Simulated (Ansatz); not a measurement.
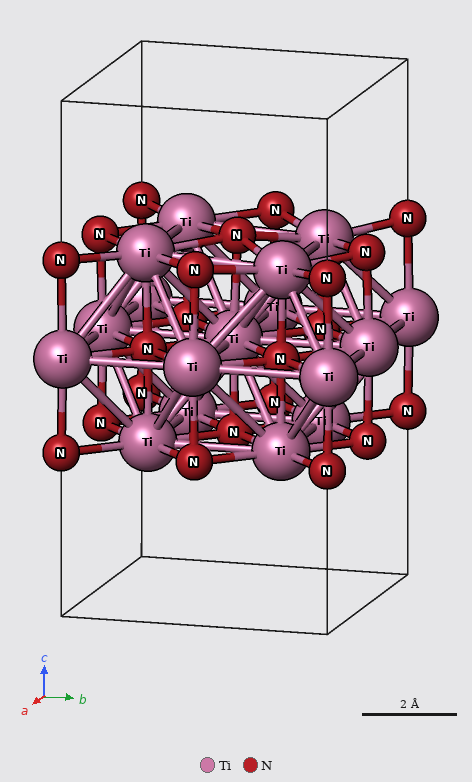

Figure 1. The structure (ball-and-stick view of the cell of the calculation, with the vacuum cut short, seen slightly off an axis). An atom can appear more than once, as a periodic image.

**Single-point calculation, with input and output: TiN (part 1 of 2)**

The run: single-point calculation of TiN (slab, 24 atoms in the cell). Method and program: DFT PBE+D3(BJ), scalar-relativistic, plane waves, PAW, no spin polarisation (Ansatz 0.2.0).

The structure derives from an entry of the Crystallography Open Database. It belongs to a series of runs on one base structure; here: the slab at its places in the relaxed adsorbed structure. Figures and captions count atoms from 1; the log counts them from 0 in places.

## Input file
```yaml
crystal:
  lattice:
    - [5.9476498275, 0.0, 0.0]
    - [0.0, 5.9476498275, 0.0]
    - [0.0, 0.0, 24.2611235252]
  atoms:
    - { symbol: Ti, position: [0.25, 0.25, 0.3297456522] }
    - { symbol: Ti, position: [0.25, 0.75, 0.3297456522] }
    - { symbol: Ti, position: [0.75, 0.25, 0.3297456522] }
    - { symbol: Ti, position: [0.75, 0.75, 0.3297456522] }
    - { symbol: "N", position: [0.5, 0.5, 0.3297456522] }
    - { symbol: "N", position: [0.5, 0.0, 0.3297456522] }
    - { symbol: "N", position: [0.0, 0.5, 0.3297456522] }
    - { symbol: "N", position: [0.0, 0.0, 0.3297456522] }
    - { symbol: Ti, position: [0.4998496278, 0.4968343683, 0.4139328202] }
    - { symbol: Ti, position: [0.4998793152, 0.0058681279, 0.4146344575] }
    - { symbol: Ti, position: [-0.000153446, 0.494090599, 0.4152100302] }
    - { symbol: Ti, position: [-0.0001658328, 0.0057998318, 0.4145955208] }
    - { symbol: "N", position: [0.7503242771, 0.750773661, 0.4129442474] }
    - { symbol: "N", position: [0.7500361172, 0.2510279704, 0.4141153751] }
    - { symbol: "N", position: [0.2494220747, 0.7507653794, 0.4129252865] }
    - { symbol: "N", position: [0.2497177029, 0.2510319252, 0.4141034705] }
    - { symbol: Ti, position: [0.7588339923, 0.7586689478, 0.4946045787] }
    - { symbol: Ti, position: [0.7545095232, 0.2425625591, 0.5013331328] }
    - { symbol: Ti, position: [0.240555973, 0.7588640141, 0.4945761019] }
    - { symbol: Ti, position: [0.2453336904, 0.2427779961, 0.5012078773] }
    - { symbol: "N", position: [-0.0003022513, -3.75055e-05, 0.5038989673] }
    - { symbol: "N", position: [-0.0002148852, 0.5037886619, 0.5035586775] }
    - { symbol: "N", position: [0.5000034398, -0.00394571, 0.5002797548] }
    - { symbol: "N", position: [0.4996927174, 0.511036652, 0.507776713] }
basis:
  ecutwfc: 420
kpoints:
  mp_grid: { grid: [3, 3, 1] }
hamiltonian:
  xc: pbe
  dispersion: d3bj
scf:
  occupations: { method: gaussian, width: 0.1 }
output:
  forces: true
  eigenvalues: true
  write_density: true
  volumetric_format: npy
efield:
  axis: 3
  dipole_correction: true
  ramp_width: 0.04
```

Command:
```bash
ansatz run input.yaml --threads 8 --pin off --max-ram 20480MiB --backend cpu --events-out ev --progress --plain --runs-dir out
```

## The program's output
```
Engine: ansatz 0.2.0, aarch64-unknown-linux-gnu
Pseudopotentials: kind: paw
Pseudopotential: Ti, paw, valence charge 12, recommended cutoff 420 eV (normal), Ti.paw.azcp
Pseudopotential: N, paw, valence charge 5, recommended cutoff 420 eV (normal), N.paw.azcp
Functional definition: PBE
  parameter kappa = 0.804
  parameter beta = 0.06672455060314922
  exchange = pbe_x(kappa = kappa, mu = beta*pi^2/3)
  correlation = pbe_c(beta = beta)
Crystal: 24 atoms, lattice volume = 858.226 Å³
Basis set: ecut = 420 eV, 16729 PW (Γ), exchange–correlation on 80×80×360 points (8 copies of the dense FFT grid, shifted against one another)
Bands: 126, of which v1, the nominal top of the filled ones, is band 102 counted from 1 (101 counted from 0)
Symmetry: 1 space group operations
Space group: P1 (ITA 1), of the structure as read, at distance tolerance 9.5e-5 Å
k-points: 5 of 9 (time reversal used)
Non-local potential: Ti, projectors of the file, l = 0: 3, l = 1: 2, l = 2: 3, l = 3: 1
Non-local potential: N, projectors of the file, l = 0: 2, l = 1: 2, l = 2: 1
PAW form: soft (Blöchl's): semilocal exchange-correlation on the pseudo side does not see the compensation charge
PAW one-centre angular grid: Ti, 590 points (default); XC on 64 Gauss nodes
PAW one-centre angular grid: N, 110 points (default); XC on 64 Gauss nodes
Initial density: superposition of atomic densities (neutral atoms: chi_scale 0, normalization atom), corrected by the library's trained network
Initial wavefunctions: pseudopotential atomic-orbital guess
Functional: x = pbe(κ = 0.804, μ = 0.2195149727645171), c = pbe(β = 0.06672455060314922)
SCF iter   1: F=—  HF=-34646.434493 eV  |F-HF|=—  |Δ(HF+E_count)|=         —  Δρ=2.97e-3  dr2=2.91e-1  ethr=1.77e-3  p=-0.056 e·Å  D=-1.17e-2 V/Å  ΔV_dip=0.28 eV  dr2_dipole=7.31e-2  V_vac-E_F(+/−)=3.06/2.77 eV  ⟨swp⟩=10.6  Hψ=3145  notcnv=0
efield: sawtooth ramp at fractional position 0.8988 (placed from the atoms, in the widest stretch of the axis that holds none; the zero of the levels goes with the place), width 0.0400; the density the first Hamiltonian is built on has a dipole p = -0.056 e·Å; the dipole correction subtracts the counter field D = -1.17e-2 V/Å, which shifts the + side's vacuum level by +0.28 eV against the − side's; the planar-averaged density in the ramp window peaks in size at 3.5e-6 e/Å³
preconditioner: auto → LDOS  [metal: Δε(μ)=0.004 eV  Ē_g=7.925 eV  σ=0.100 eV  W_gap=0.02  n_scr=132 (ndim 8)  ℏωp=13.2 eV  f_vac=0.678  D(μ)=15.13/eV (n_scr^D=84)  β→1.0]
SCF iter   2: F=—  HF=-34646.444536 eV  |F-HF|=—  |Δ(HF+E_count)|=   1.00e-2  Δρ=1.37e-3  dr2=2.41e-2  ethr=1.43e-4  p=-0.090 e·Å  D=-1.89e-2 V/Å  ΔV_dip=0.46 eV  dr2_dipole=3.13e-3  V_vac-E_F(+/−)=2.89/2.43 eV  ⟨swp⟩=2.2  Hψ=947  notcnv=0  defer=38
SCF iter   3: F=—  HF=-34646.441176 eV  |F-HF|=—  |Δ(HF+E_count)|=   3.36e-3  Δρ=5.53e-4  dr2=5.46e-3  ethr=1.18e-5  p=-0.064 e·Å  D=-1.36e-2 V/Å  ΔV_dip=0.33 eV  dr2_dipole=2.13e-4  V_vac-E_F(+/−)=2.86/2.53 eV  ⟨swp⟩=3.0  Hψ=1066  notcnv=0  defer=38
SCF iter   4: F=—  HF=-34646.441143 eV  |F-HF|=—  |Δ(HF+E_count)|=   3.37e-5  Δρ=4.11e-4  dr2=1.97e-3  ethr=2.68e-6  p=-0.058 e·Å  D=-1.23e-2 V/Å  ΔV_dip=0.30 eV  dr2_dipole=4.35e-5  V_vac-E_F(+/−)=2.85/2.55 eV  ⟨swp⟩=2.4  Hψ=859  notcnv=0  defer=38
SCF iter   5: F=—  HF=-34646.440912 eV  |F-HF|=—  |Δ(HF+E_count)|=   2.31e-4  Δρ=8.72e-5  dr2=1.37e-4  ethr=9.65e-7  p=-0.057 e·Å  D=-1.19e-2 V/Å  ΔV_dip=0.29 eV  dr2_dipole=3.44e-7  V_vac-E_F(+/−)=2.84/2.55 eV  ⟨swp⟩=2.4  Hψ=840  notcnv=0  defer=38
SCF iter   6: F=—  HF=-34646.440919 eV  |F-HF|=—  |Δ(HF+E_count)|=   7.01e-6  Δρ=3.25e-5  dr2=2.01e-5  ethr=6.72e-8  p=-0.055 e·Å  D=-1.15e-2 V/Å  ΔV_dip=0.28 eV  dr2_dipole=4.15e-7  V_vac-E_F(+/−)=2.84/2.56 eV  ⟨swp⟩=3.0  Hψ=999  notcnv=0  defer=38
SCF iter   7: F=—  HF=-34646.441036 eV  |F-HF|=—  |Δ(HF+E_count)|=   1.18e-4  Δρ=1.19e-5  dr2=2.56e-6  ethr=9.86e-9  p=-0.054 e·Å  D=-1.14e-2 V/Å  ΔV_dip=0.28 eV  dr2_dipole=5.81e-9  V_vac-E_F(+/−)=2.84/2.56 eV  ⟨swp⟩=2.6  Hψ=939  notcnv=0  defer=9
SCF iter   8: F=—  HF=-34646.441037 eV  |F-HF|=—  |Δ(HF+E_count)|=   8.14e-7  Δρ=8.10e-6  dr2=7.49e-7  ethr=1.25e-9  p=-0.054 e·Å  D=-1.13e-2 V/Å  ΔV_dip=0.27 eV  dr2_dipole=9.57e-9  V_vac-E_F(+/−)=2.84/2.56 eV  ⟨swp⟩=3.0  Hψ=985  notcnv=0  defer=9
SCF iter   9: F=-34646.441038 eV  HF=-34646.441037 eV  |F-HF|=6.57e-8  |Δ(HF+E_count)|=   2.22e-7  Δρ=2.17e-6  dr2=6.75e-8  ethr=4.90e-11  p=-0.054 e·Å  D=-1.13e-2 V/Å  ΔV_dip=0.27 eV  dr2_dipole=8.14e-9  V_vac-E_F(+/−)=2.84/2.56 eV  ⟨swp⟩=21.0  Hψ=3662  notcnv=0
SCF 1 converged in 9 iterations: F = -34646.441038 eV  dr2 = 6.75e-8
  greatest PAW one-centre occupation: 0.999 electrons in one spin orbital (limit 2), on the Ti atom at site 16 (counted from 0), in its partial waves of l = 0
```

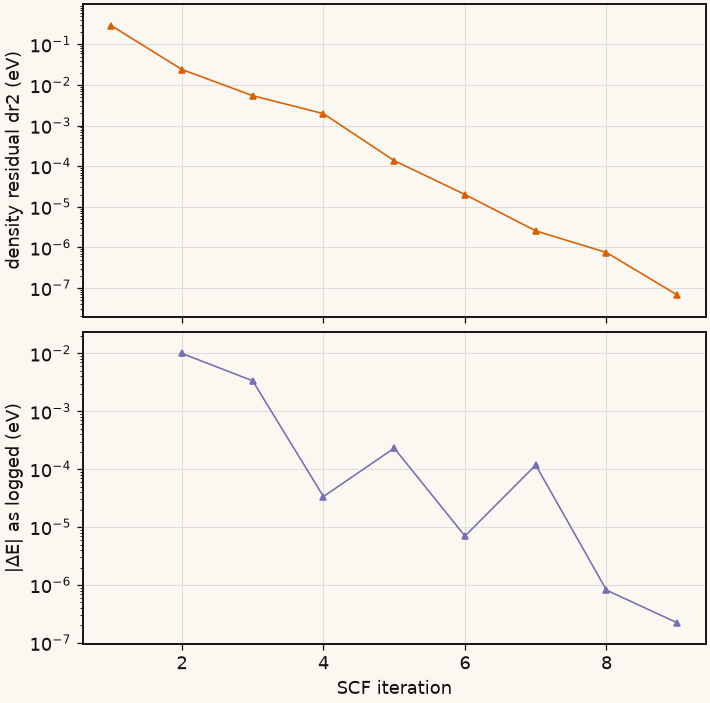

Figure 2. Convergence of the self-consistent field: density residual dr2 and size of the energy change against the SCF iteration. The residual falls at every step.

```
SCF converged after 9 iterations
Free energy (F): -34646.441038 eV
Harris-Foulkes:  -34646.441037 eV  (|F-HF|=6.57e-8)
Internal energy: -34646.366900 eV  (E = F + TS)
E sigma→0 (E₀):  -34646.403969 eV
Entropy (-TS):   -0.074137 eV (-3.089 meV/atom)
Fermi energy:    2.620755 eV
Dipole field:    D = -0.011371 V/Å  (p = -0.053931 e·Å, saw-weighted, corrected)
Work function:   Φ+ = 2.8392 eV   Φ− = 2.5633 eV
Levels:          The Fermi level and band energies are counted from a zero that moves with the ramp; work functions are not
--- Per-component energies (eV) ---
  E_band       = -4040.823123
  E_kinetic    = 4862.155741
  E_local      = -253913.164916  (includes V_loc(G=0)·N_el)
  E_nonlocal   = 621.061739
  E_hartree    = 124530.222927
  E_xc         = -1908.523402
  E_vxc        = -2404.541272  (∫ρ·V_xc dr)
  E_paw        = -14089.812934  (= ΣΔE_a)
  E_vpaw       = -2266.613080  (= ΣTr[D̂ρ^β])
  E_aug_tail   = 0.002250  (compensation charges beyond the density's cutoff)
  E_efield     = 0.000307  (sawtooth field / dipole correction)
  E_vefield    = -0.235376  (∫n·V_field dr)
  E_ewald      = 105259.318868
  E_disp       = -7.627481  (pairwise vdW)
  E_smearing   = -0.074137  (= −TS)
  E_closure    = -0.000000  (closes the sum)
  Σ components = -34646.441038   (vs F -34646.441038, Δ=0.00e0)
--- Forces (eV/Å), atoms counted from 1 ---
  atom   1  Ti     0.01045457     0.05123083     1.52259017
  atom   2  Ti    -0.00211874    -0.02601825     1.54873436
  atom   3  Ti    -0.01455430     0.05100942     1.52094765
  atom   4  Ti    -0.00308308    -0.02650295     1.55132322
  atom   5  N     -0.00094427     0.02580907    -1.60723608
  atom   6  N     -0.00003607    -0.02152667    -1.74529638
  atom   7  N     -0.00260680    -0.00867884    -1.61883061
  atom   8  N     -0.00271204     0.00263254    -1.60956135
  atom   9  Ti     0.00535676    -0.02489228     0.80041836
  atom  10  Ti     0.00311379     0.01616852    -0.10316829
  atom  11  Ti     0.00191998     0.09250325    -0.06841594
  atom  12  Ti     0.00348610     0.01651100    -0.26606525
  atom  13  N      0.00883466    -0.01737228    -0.03022894
  atom  14  N     -0.06220203    -0.01791087     0.48647588
  atom  15  N     -0.01096414    -0.01393503    -0.02714645
  atom  16  N      0.06100386    -0.01837820     0.48212636
  atom  17  Ti    -1.06959505    -1.06596729     0.51701578
  atom  18  Ti    -0.64330109     1.12014449    -1.51390189
  atom  19  Ti     1.08076239    -1.07263028     0.52492055
  atom  20  Ti     0.63730478     1.11201955    -1.48140491
  atom  21  N      0.01191446     0.18212963     0.59455143
  atom  22  N      0.00173545    -0.21780695     0.23394996
  atom  23  N     -0.01717431     0.50584659     0.95303589
  atom  24  N      0.00340519    -0.64437066    -0.66472596
  max |Σ_I F_I| component: 1.08e-4 eV/Å
--- Band table (eV; the first three rows and the last of 5) ---
  k-point 0: bands = ["-55.3261", "-55.2857", "-55.2852", "-55.2727", "-55.2508", "-55.2346", "-55.0733", "-55.0254", "-54.9460", "-54.9295", "-54.9050", "-54.8465", "-31.8743", "-31.8740", "-31.8349", "-31.8260", "-31.8133", "-31.7357", "-31.7309", "-31.7132", "-31.7051", "-31.6882", "-31.6825", "-31.6741", "-31.6016", "-31.5988", "-31.5748", "-31.5317", "-31.4161", "-31.4128", "-31.3735", "-31.3586", "-31.3501", "-31.3429", "-31.3366", "-31.3162", "-31.3047", "-31.2822", "-31.2048", "-31.1784", "-31.1751", "-31.1582", "-31.1346", "-31.1078", "-31.1003", "-31.0822", "-31.0651", "-31.0597", "-14.2819", "-13.3089", "-13.0581", "-12.9101", "-12.6725", "-12.6713", "-12.5484", "-12.2439", "-11.9170", "-11.8471", "-11.5038", "-11.2501", "-5.1945", "-5.1831", "-4.8493", "-4.8487", "-4.0024", "-3.9955", "-3.3984", "-3.2943", "-3.2684", "-3.1554", "-3.1211", "-2.8891", "-2.8574", "-2.5349", "-2.5309", "-2.4589", "-2.3587", "-2.3119", "-2.2996", "-2.2527", "-2.2409", "-2.1347", "-2.0889", "-1.9485", "-1.9078", "-1.2096", "-1.1926", "-1.1807", "-1.0597", "-0.9289", "-0.9223", "-0.2737", "0.0557", "0.0651", "0.1547", "0.4609", "0.4747", "0.7170", "0.7394", "0.7725", "1.7439", "2.3993", "2.6667", "2.6744", "2.9749", "2.9866", "3.3638", "3.4824", "3.4853", "3.6104", "3.6184", "3.6485", "3.7099", "3.8170", "3.8778", "3.9997", "4.0814", "4.1066", "4.1366", "4.1472", "4.1884", "4.2708", "4.2872", "4.3250", "4.3373", "4.5791"]
```
